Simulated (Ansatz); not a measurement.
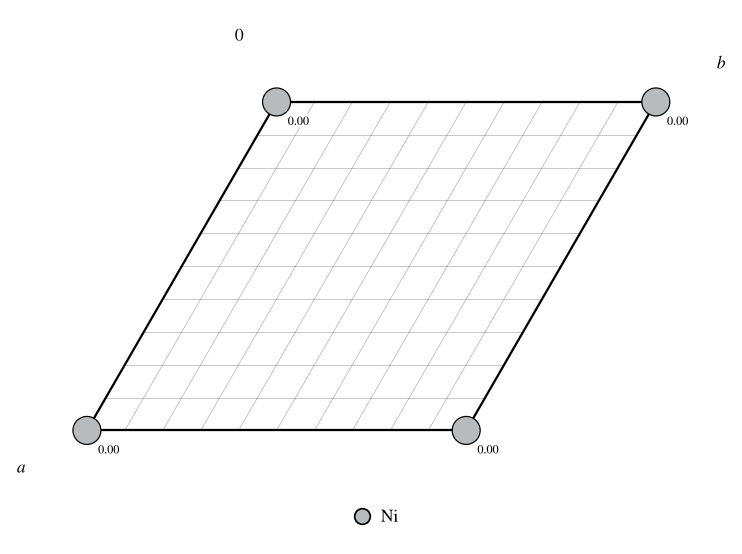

Plan of a unit cell projected along c (a down the page, b across); the numbers are heights as fractions of c, and atoms on the cell's edges are repeated. The grid marks tenths of a and b. Source: the geometry relaxed with DFT PBEsol, scalar-relativistic, plane waves, PAW in Ansatz 0.2.0; the starting structure was generated, so it need not be a known form of this composition. Geometry calculated from the standardised cell; symmetry tolerance 0.002 Å.

a = 2.371 Å, b = 2.371 Å, c = 2.305 Å, α = 90.00°, β = 90.00°, γ = 120.00°.

### What does the cell contain?

1 Ni: Ni, Z = 1.

### Which space group?

P6/mmm (No. 191), primitive hexagonal.

### Give the independent sites, coordinates to two places.

```json
{"atom": "Ni", "site": "1a", "symmetry": "6/mmm", "x": "0.00", "y": "0.00", "z": "0.00"}
```
